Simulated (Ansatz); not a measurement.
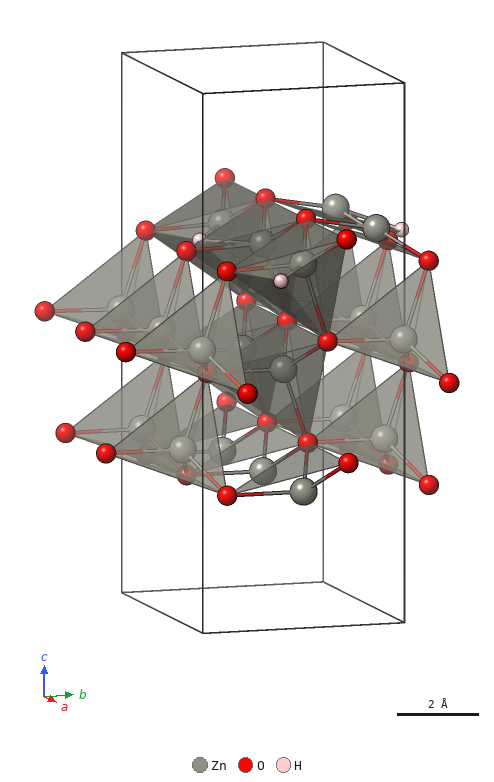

Figure 1. The input geometry (polyhedral view of the cell of the calculation, with the vacuum cut short, seen slightly off an axis; polyhedra are completed across the faces of the cell).

Geometry relaxation of Zn$_{12}$HO$_{12}$ (part 1 of 4)

The run: geometry relaxation of Zn$_{12}$HO$_{12}$ (slab, 25 atoms in the cell). Method and program: DFT PBE+D3(BJ), scalar-relativistic, plane waves, PAW, spin-polarised (Ansatz 0.2.0).

The structure derives from an entry of the Crystallography Open Database. The input holds or restrains some coordinates.

### The input
```yaml
crystal:
  lattice:
    - [6.5097053315, 0.0, 0.0]
    - [0.0, 5.2561269447, 0.0]
    - [0.0, 0.0, 25.5771652196]
  atoms:
    - { symbol: Zn, position: [0.5, 0.4999331028, 0.3323276808] }
    - { symbol: Zn, position: [0.0, 0.4999331028, 0.3323276808] }
    - { symbol: O, position: [0.5, 0.1210568972, 0.3323276808] }
    - { symbol: O, position: [0.0, 0.1210568972, 0.3323276808] }
    - { symbol: Zn, position: [0.75, 0.9999331028, 0.3690633794] }
    - { symbol: Zn, position: [0.25, 0.9999331028, 0.3690633794] }
    - { symbol: O, position: [0.75, 0.6210568972, 0.3690633794] }
    - { symbol: O, position: [0.25, 0.6210568972, 0.3690633794] }
    - { symbol: Zn, position: [0.75, 0.4999331028, 0.4425347765] }
    - { symbol: Zn, position: [0.25, 0.4999331028, 0.4425347765] }
    - { symbol: O, position: [0.75, 0.1210568972, 0.4425347765] }
    - { symbol: O, position: [0.25, 0.1210568972, 0.4425347765] }
    - { symbol: Zn, position: [0.0, 0.9957863012, 0.4766794349] }
    - { symbol: Zn, position: [0.5, 0.9957863012, 0.4766794349] }
    - { symbol: O, position: [0.0, 0.6185598735, 0.4786227039] }
    - { symbol: O, position: [0.5, 0.6185598735, 0.4786227039] }
    - { symbol: Zn, position: [0.0, 0.4977728045, 0.5560395124] }
    - { symbol: Zn, position: [0.5, 0.4977728045, 0.5560395124] }
    - { symbol: O, position: [0.0, 0.1197878324, 0.5524926452] }
    - { symbol: O, position: [0.5, 0.1197878324, 0.5524926452] }
    - { symbol: Zn, position: [0.25, 0.9608777022, 0.576292987] }
    - { symbol: Zn, position: [0.75, 0.9608777022, 0.576292987] }
    - { symbol: O, position: [0.25, 0.6125159668, 0.5888857485] }
    - { symbol: O, position: [0.75, 0.6125159668, 0.5888857485] }
    - { symbol: H, position: [0.25, 0.2866968345, 0.5513522693], spin: 1.0 }
basis:
  ecutwfc: 420
kpoints:
  mp_grid: { grid: [4, 5, 1] }
hamiltonian:
  xc: pbe
  dispersion: d3bj
scf:
  occupations: { method: gaussian, width: 0.05 }
output:
  forces: true
  eigenvalues: true
  populations: true
  write_density: true
  write_potential: true
  elf: true
  volumetric_format: npy
magnetization:
  spin_polarized: true
relax:
  adjacent_minimum: "off"
  f_tol: 0.03
  max_steps: 70
  constraints: [{ sites: [0, 1, 2, 3, 4, 5, 6, 7, 8, 9, 10, 11] }]
efield:
  axis: 3
  dipole_correction: true
```

Hardware: 8 threads of Intel Xeon (Sapphire Rapids), 64 GiB of memory available, shared host.

Launched with:
```bash
ansatz run input.yaml --threads 8 --pin off --max-ram 22528MiB --backend cpu --events-out ev --progress --plain --runs-dir out
```

### Log
```
Engine: ansatz 0.2.0, x86_64-unknown-linux-gnu
Pseudopotentials: kind: paw
Pseudopotential: Zn, paw, valence charge 12, recommended cutoff 420 eV (normal), Zn.paw.azcp
Pseudopotential: O, paw, valence charge 6, recommended cutoff 420 eV (normal), O.paw.azcp
Pseudopotential: H, paw, valence charge 1, recommended cutoff 420 eV (normal), H.paw.azcp
Functional definition: PBE
  parameter kappa = 0.804
  parameter beta = 0.06672455060314922
  exchange = pbe_x(kappa = kappa, mu = beta*pi^2/3)
  correlation = pbe_c(beta = beta)
Crystal: 25 atoms, lattice volume = 875.144 Å³
Basis set: ecut = 420 eV, 17069 PW (Γ), exchange–correlation on 90×72×360 points (8 copies of the dense FFT grid, shifted against one another)
Bands: 134, of which v1, the nominal top of the filled ones, is band 109 counted from 1 (108 counted from 0)
Symmetry: 2 space group operations
k-points: 9 of 20 (time reversal used)
Non-local potential: Zn, projectors of the file, l = 0: 2, l = 1: 2, l = 2: 3, l = 3: 1
Non-local potential: O, projectors of the file, l = 0: 2, l = 1: 2, l = 2: 1
Non-local potential: H, projectors of the file, l = 0: 2, l = 1: 1
PAW form: soft (Blöchl's): semilocal exchange-correlation on the pseudo side does not see the compensation charge
PAW one-centre angular grid: Zn, 590 points (default); XC on 64 Gauss nodes
PAW one-centre angular grid: O, 110 points (default); XC on 64 Gauss nodes
PAW one-centre angular grid: H, 110 points (default); XC on 64 Gauss nodes
Initial density: superposition of atomic densities (neutral atoms: chi_scale 0, normalization atom)
Starting moments: Σ|m| = 1 μB on 1 of 25 sites
Initial wavefunctions: pseudopotential atomic-orbital guess
Functional: x = pbe(κ = 0.804, μ = 0.2195149727645171), c = pbe(β = 0.06672455060314922)
SCF iter   1: F=—  HF=-46676.720720 eV  |F-HF|=—  |Δ(HF+E_count)|=         —  Δρ=4.49e-2 (↑4.49e-2 ↓4.32e-2)  dr2=7.86e1  dr2_m=6.02e-2  M=1.000 μB ∫|m|=1.006 μB  β_m=0.30  ethr=3.10e-3  p=-0.000 e·Å  D=-2.29e-6 V/Å  ΔV_dip=0.00 eV  dr2_dipole=4.91e-2  V_vac-E_F(+/−)=6.80/6.80 eV  ⟨swp⟩=6.6  Hψ=10602  notcnv=0  defer=194
efield: sawtooth ramp at fractional position 0.9106 (placed from the atoms, in the widest stretch of the axis that holds none; the zero of the levels goes with the place), width 0.1000; the density the first Hamiltonian is built on has a dipole p = -0.000 e·Å; the dipole correction subtracts the counter field D = -2.29e-6 V/Å, which shifts the + side's vacuum level by +0.00 eV against the − side's; the planar-averaged density in the ramp window peaks in size at 5.2e-6 e/Å³
preconditioner: auto → Resta (q_TF=auto, 2.162 Å⁻¹)  ε∞=3.4  [insulator: Δε(μ)=0.253 eV  Ē_g=11.989 eV  σ=0.050 eV  W_gap=1.00  n_scr=142 (ndim 8)  ℏωp=18.5 eV  f_vac=0.630  D(μ)=0.00/eV (n_scr^D=0)  ε∞_Penn≈3.4  vacuum switching on, ρ_ref=1.0e-2 e/Å³]
spin=Collinear: Resta preconditioning applied to the charge; magnetization (m = ρ↑ − ρ↓) channel mixes plain (no charge-response kernel on spin).
SCF iter   2: F=—  HF=-46657.652706 eV  |F-HF|=—  |Δ(HF+E_count)|=    1.91e1  Δρ=1.54e-2 (↑1.54e-2 ↓1.48e-2)  dr2=9.88e0  dr2_m=4.77e-2  M=0.900 μB ∫|m|=0.923 μB  β_m=0.30  ethr=3.10e-3  p=-0.082 e·Å  D=-1.69e-2 V/Å  ΔV_dip=0.43 eV  dr2_dipole=2.39e-3  V_vac-E_F(+/−)=5.82/5.39 eV  ⟨swp⟩=3.0  Hψ=4918  notcnv=0  defer=371  κ⁻¹=1.0e0(r=1)
SCF iter   3: F=—  HF=-46655.375807 eV  |F-HF|=—  |Δ(HF+E_count)|=    2.28e0  Δρ=1.03e-2 (↑9.69e-3 ↓1.03e-2)  dr2=1.80e0  dr2_m=3.56e-2  M=0.894 μB ∫|m|=0.924 μB  β_m=0.30  ethr=3.10e-3  p=-0.113 e·Å  D=-2.33e-2 V/Å  ΔV_dip=0.60 eV  dr2_dipole=1.39e-3  V_vac-E_F(+/−)=5.16/4.56 eV  ⟨swp⟩=2.3  Hψ=3442  notcnv=0  defer=371  κ⁻¹=1.0e-2(r=2)
SCF iter   4: F=—  HF=-46655.001443 eV  |F-HF|=—  |Δ(HF+E_count)|=   3.74e-1  Δρ=2.89e-3 (↑2.85e-3 ↓2.89e-3)  dr2=1.74e-1  dr2_m=2.77e-2  M=0.799 μB ∫|m|=0.847 μB  β_m=0.30  ethr=8.28e-4  p=-0.090 e·Å  D=-1.86e-2 V/Å  ΔV_dip=0.48 eV  dr2_dipole=1.35e-3  V_vac-E_F(+/−)=4.79/4.32 eV  ⟨swp⟩=2.9  Hψ=4185  notcnv=0  defer=370  κ⁻¹=1.3e-3(r=3)
SCF iter   5: F=—  HF=-46655.014359 eV  |F-HF|=—  |Δ(HF+E_count)|=   1.29e-2  Δρ=1.83e-3 (↑1.83e-3 ↓1.79e-3)  dr2=2.57e-2  dr2_m=1.84e-2  M=0.790 μB ∫|m|=0.839 μB  β_m=0.30  ethr=8.03e-5  p=-0.077 e·Å  D=-1.59e-2 V/Å  ΔV_dip=0.41 eV  dr2_dipole=2.06e-4  V_vac-E_F(+/−)=4.72/4.31 eV  ⟨swp⟩=2.9  Hψ=4331  notcnv=0  defer=369  κ⁻¹=8.6e-4(r=4)
SCF iter   6: F=—  HF=-46655.039019 eV  |F-HF|=—  |Δ(HF+E_count)|=   2.47e-2  Δρ=1.43e-3 (↑1.43e-3 ↓1.33e-3)  dr2=9.67e-3  dr2_m=1.21e-2  M=0.773 μB ∫|m|=0.826 μB  β_m=0.30  ethr=1.18e-5  p=-0.070 e·Å  D=-1.45e-2 V/Å  ΔV_dip=0.37 eV  dr2_dipole=1.83e-5  V_vac-E_F(+/−)=4.70/4.33 eV  ⟨swp⟩=1.9  Hψ=3768  notcnv=0  defer=369  κ⁻¹=4.2e-5(r=5)
SCF iter   7: F=—  HF=-46655.054524 eV  |F-HF|=—  |Δ(HF+E_count)|=   1.55e-2  Δρ=1.02e-3 (↑1.01e-3 ↓1.02e-3)  dr2=1.33e-3  dr2_m=7.87e-3  M=0.754 μB ∫|m|=0.810 μB  β_m=0.30  ethr=4.45e-6  p=-0.066 e·Å  D=-1.37e-2 V/Å  ΔV_dip=0.35 eV  dr2_dipole=3.40e-7  V_vac-E_F(+/−)=4.67/4.32 eV  ⟨swp⟩=2.1  Hψ=3890  notcnv=0  defer=369  κ⁻¹=5.3e-6(r=6)
SCF iter   8: F=—  HF=-46655.062095 eV  |F-HF|=—  |Δ(HF+E_count)|=   7.57e-3  Δρ=8.51e-4 (↑8.42e-4 ↓8.51e-4)  dr2=3.15e-4  dr2_m=5.66e-3  M=0.723 μB ∫|m|=0.785 μB  β_m=0.30  ethr=6.14e-7  p=-0.065 e·Å  D=-1.34e-2 V/Å  ΔV_dip=0.34 eV  dr2_dipole=1.64e-5  V_vac-E_F(+/−)=4.65/4.31 eV  ⟨swp⟩=2.8  Hψ=4199  notcnv=0  defer=369  κ⁻¹=2.5e-6(r=7)
SCF iter   9: F=—  HF=-46655.067119 eV  |F-HF|=—  |Δ(HF+E_count)|=   5.02e-3  Δρ=7.61e-4 (↑7.61e-4 ↓7.32e-4)  dr2=4.03e-4  dr2_m=4.37e-3  M=0.693 μB ∫|m|=0.760 μB  β_m=1.20  ethr=1.45e-7  p=-0.064 e·Å  D=-1.32e-2 V/Å  ΔV_dip=0.34 eV  dr2_dipole=4.22e-5  V_vac-E_F(+/−)=4.65/4.31 eV  ⟨swp⟩=2.9  Hψ=4728  notcnv=0  defer=369
Mixer restart at iter 9: flushing history
spin-set hold released at iteration 9 (site moments contracting): the magnetisation degrees of freedom join the quasi-Newton model from the next iteration; the mixer history was flushed
SCF iter  10: F=—  HF=-46655.079207 eV  |F-HF|=—  |Δ(HF+E_count)|=   1.21e-2  Δρ=8.06e-4 (↑8.06e-4 ↓4.44e-4)  dr2=3.41e-3  dr2_m=2.85e-3  M=0.565 μB ∫|m|=0.652 μB  β_m=1.20  ethr=1.45e-7  p=-0.062 e·Å  D=-1.29e-2 V/Å  ΔV_dip=0.33 eV  dr2_dipole=4.87e-4  V_vac-E_F(+/−)=4.63/4.30 eV  ⟨swp⟩=4.3  Hψ=6287  notcnv=0  defer=369  κ⁻¹=1.0e0(r=1)
density mixer auto → broyden: no gap read (density of states about μ 0.15 of a free-electron gas's, 142 screened modes)
SCF iter  11: F=—  HF=-46655.080752 eV  |F-HF|=—  |Δ(HF+E_count)|=   1.54e-3  Δρ=7.65e-4 (↑7.65e-4 ↓4.05e-4)  dr2=3.29e-3  dr2_m=2.46e-3  M=0.542 μB ∫|m|=0.630 μB  β_m=1.20  ethr=1.45e-7  p=-0.061 e·Å  D=-1.26e-2 V/Å  ΔV_dip=0.32 eV  dr2_dipole=4.48e-4  V_vac-E_F(+/−)=4.62/4.30 eV  ⟨swp⟩=2.4  Hψ=4341  notcnv=0  defer=369  κ⁻¹=7.0e-3(r=2)
SCF iter  12: F=—  HF=-46655.085114 eV  |F-HF|=—  |Δ(HF+E_count)|=   4.36e-3  Δρ=2.92e-4 (↑2.92e-4 ↓2.64e-4)  dr2=6.13e-4  dr2_m=5.03e-4  M=0.500 μB ∫|m|=0.557 μB  β_m=1.20  ethr=1.45e-7  p=-0.048 e·Å  D=-9.99e-3 V/Å  ΔV_dip=0.26 eV  dr2_dipole=1.14e-4  V_vac-E_F(+/−)=4.57/4.32 eV  ⟨swp⟩=4.4  Hψ=6889  notcnv=0  defer=366  κ⁻¹=9.2e-4(r=3)
SCF iter  13: F=—  HF=-46655.085812 eV  |F-HF|=—  |Δ(HF+E_count)|=   6.98e-4  Δρ=1.90e-4 (↑1.90e-4 ↓1.12e-4)  dr2=2.42e-4  dr2_m=9.99e-5  M=0.500 μB ∫|m|=0.568 μB  β_m=1.20  ethr=1.45e-7  p=-0.053 e·Å  D=-1.10e-2 V/Å  ΔV_dip=0.28 eV  dr2_dipole=5.12e-6  V_vac-E_F(+/−)=4.59/4.31 eV  ⟨swp⟩=2.8  Hψ=4805  notcnv=0  defer=366  κ⁻¹=7.7e-4(r=4)
SCF iter  14: F=—  HF=-46655.086233 eV  |F-HF|=—  |Δ(HF+E_count)|=   4.21e-4  Δρ=6.73e-5 (↑6.73e-5 ↓5.07e-5)  dr2=5.46e-5  dr2_m=6.48e-6  M=0.500 μB ∫|m|=0.564 μB  β_m=1.20  ethr=1.12e-7  p=-0.053 e·Å  D=-1.10e-2 V/Å  ΔV_dip=0.28 eV  dr2_dipole=2.76e-7  V_vac-E_F(+/−)=4.59/4.31 eV  ⟨swp⟩=2.1  Hψ=3963  notcnv=0  defer=366  κ⁻¹=7.2e-4(r=5)
SCF iter  15: F=—  HF=-46655.086364 eV  |F-HF|=—  |Δ(HF+E_count)|=   1.31e-4  Δρ=1.81e-5 (↑1.81e-5 ↓1.37e-5)  dr2=3.84e-6  dr2_m=1.15e-6  M=0.500 μB ∫|m|=0.561 μB  β_m=1.20  ethr=1.04e-8  p=-0.053 e·Å  D=-1.11e-2 V/Å  ΔV_dip=0.28 eV  dr2_dipole=4.90e-8  V_vac-E_F(+/−)=4.59/4.30 eV  ⟨swp⟩=28.0  Hψ=30990  notcnv=0  κ⁻¹=1.7e-4(r=6)
SCF iter  16: F=—  HF=-46655.086366 eV  |F-HF|=—  |Δ(HF+E_count)|=   1.77e-6  Δρ=9.71e-6 (↑9.71e-6 ↓7.78e-6)  dr2=1.52e-6  dr2_m=1.56e-7  M=0.500 μB ∫|m|=0.562 μB  β_m=1.20  ethr=1.77e-9  p=-0.054 e·Å  D=-1.11e-2 V/Å  ΔV_dip=0.28 eV  dr2_dipole=2.27e-8  V_vac-E_F(+/−)=4.59/4.30 eV  ⟨swp⟩=12.9  Hψ=20423  notcnv=0  κ⁻¹=3.7e-5(r=7)
SCF iter  17: F=-46655.086367 eV  HF=-46655.086367 eV  |F-HF|=3.82e-7  |Δ(HF+E_count)|=   6.77e-7  Δρ=3.31e-6 (↑3.26e-6 ↓3.31e-6)  dr2=2.10e-7  dr2_m=8.50e-9  M=0.500 μB ∫|m|=0.562 μB  ethr=7.00e-10  p=-0.054 e·Å  D=-1.11e-2 V/Å  ΔV_dip=0.28 eV  dr2_dipole=1.53e-8  V_vac-E_F(+/−)=4.59/4.30 eV  ⟨swp⟩=13.5  Hψ=20549  notcnv=0
SCF 1 converged in 17 iterations: F = -46655.086367 eV  dr2 = 2.10e-7
  greatest PAW one-centre occupation: 0.988 electrons in one spin orbital (limit 2), on the Zn atom at site 1 (counted from 0), in its partial waves of l = 2
relax step   1: F+E_penalty+E_count = -46655.08636699 eV  Δ(F+E_penalty+E_count) = +0.000e0 eV  max|allowed force component| = 7.516e-1 eV/Å  Δτ_max = 0.0000 Å  (17 SCF iters, dr2 threshold 2.25e-5 eV, accepted)
Initial density: handed on by an earlier stage of this run
Starting moments: Σ|m| = 1 μB on 1 of 25 sites; this step starts from the density that it was given
Initial wavefunctions: those handed on with the density
iter 1 solved again at ethr=1.36e-5 eV; its pass at ethr=3.10e-3 eV (dr2=2.95e-2 eV) is discarded
```
